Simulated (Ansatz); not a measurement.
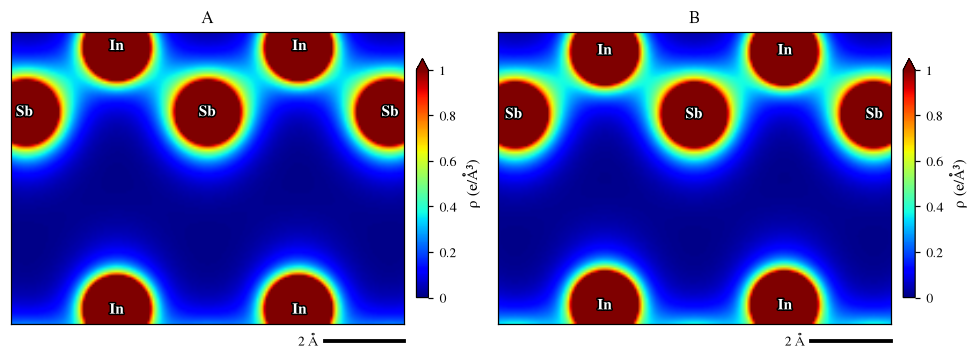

InSb. The valence charge density (pseudo) of two cells that differ in size and shape, on the (11̄0) plane of each (indices in the axes of the calculation cell), at one length scale and on one colour scale; one has 32.6 and the other 34.7 Å³ an atom.

The calculation used DFT, PBE, plane-wave PAW, default files, scalar-relativistic, frozen cores (Ansatz).

The density is the valence pseudo-density of a PAW calculation; it isn't the true density close to the nuclei.

**Which panel shows the smaller cell, and what does the compression change?**

Panel B is the smaller cell, by 6 % in volume. From the larger cell to the smaller, In–Sb goes from 2.82 to 2.77 Å, and the density at its midpoint from 0.35 to 0.38 e/Å³; the pressure goes from 2.2 to 5 GPa.
